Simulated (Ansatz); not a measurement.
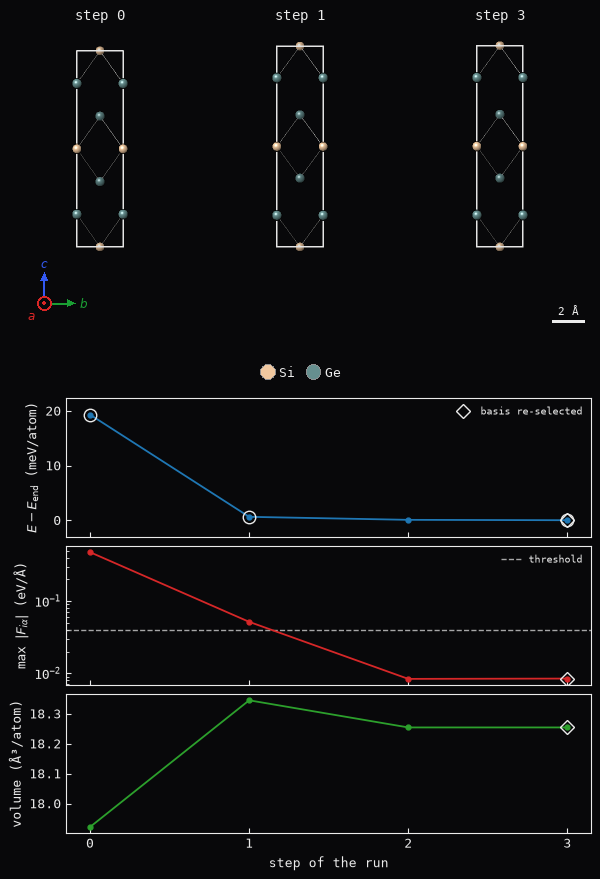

Frames of a relaxation of crystalline SiGe2 (a generated structure, set up in I4/mmm) (coarse preliminary run), marked on the history of the run. Style: ball-and-stick. Shown: the conventional cell (2 times the calculation's cell), along the a axis. Lengths and directions refer to the drawn axes.

Method: DFT PBE, scalar-relativistic, plane waves, PAW (Ansatz 0.2.0).

Input
```yaml
crystal:
  lattice:
    - [-1.46870262, 1.46870262, 6.2311775]
    - [1.46870262, -1.46870262, 6.2311775]
    - [1.46870262, 1.46870262, -6.2311775]
  atoms:
    - { symbol: Si, position: [0.5, 0.5, 0.0] }
    - { symbol: Ge, position: [0.83333333, 0.83333333, 0.0] }
    - { symbol: Ge, position: [0.16666667, 0.16666667, 0.0] }
basis:
  ecutwfc: 420
kpoints:
  mp_grid: { grid: [8, 8, 8] }
hamiltonian:
  xc: pbe
scf:
  occupations: { method: gaussian, width: 0.1 }
  lower_state_search: "off"
output:
  forces: true
  stress: true
  eigenvalues: true
relax:
  adjacent_minimum: "off"
  f_tol: 0.04
  max_steps: 70
  cell: { stress_tol: 0.4 }
```

Run as
```bash
ansatz run input.yaml --threads 1 --pin off --max-ram 2560MiB --backend cpu --events-out ev --progress --plain --runs-dir out
```

What happens along the run?

Answer. The energy falls by 19.3 meV per atom in 2 accepted moves (3 points after the start). The largest force component goes from 0.48 to 0.0084 eV/Å. Pressure: 1.09 GPa at the start and −0.10 GPa at the end. The SCF was repeated once at an unchanged geometry on a basis and grid sized afresh for the cell, which shifted the energy by 0.1 meV per atom at most. The largest moves relative to the cell, 0.11 Å, are those of Ge2 and Ge3. Ge2 goes along +c. Si stays in place. Cell: a = b 2.937 → 2.926 Å (−0.4 %), c 12.462 → 12.790 Å (+2.6 %). Volume +1.9 %. Near-neighbour distances that change, for instance: Si1–Ge2 2.937 → 2.895 Å. The space group stays I4/mmm (No. 139). Cost: 17 s on 1 thread of Arm Neoverse V1, with other jobs on the host, peak memory 0.36 GiB. From step 0 to 1: Ge atoms move most (0.12 Å), volume +2.4 %, energy −18.7 meV per atom. From step 1 to 3: volume −0.5 %, energy −0.6 meV per atom.

```
step  E − E(0), meV/atom  largest force component, eV/Å  pressure, GPa  volume, Å³/atom                      note
   0                0.00                         0.4761           1.09           17.922                          
   1              -18.69                         0.0516          -0.39           18.345                          
   2              -19.24                         0.0083          -0.10           18.254                          
   3              -19.31                         0.0084          -0.10           18.254  same geometry, new basis
```
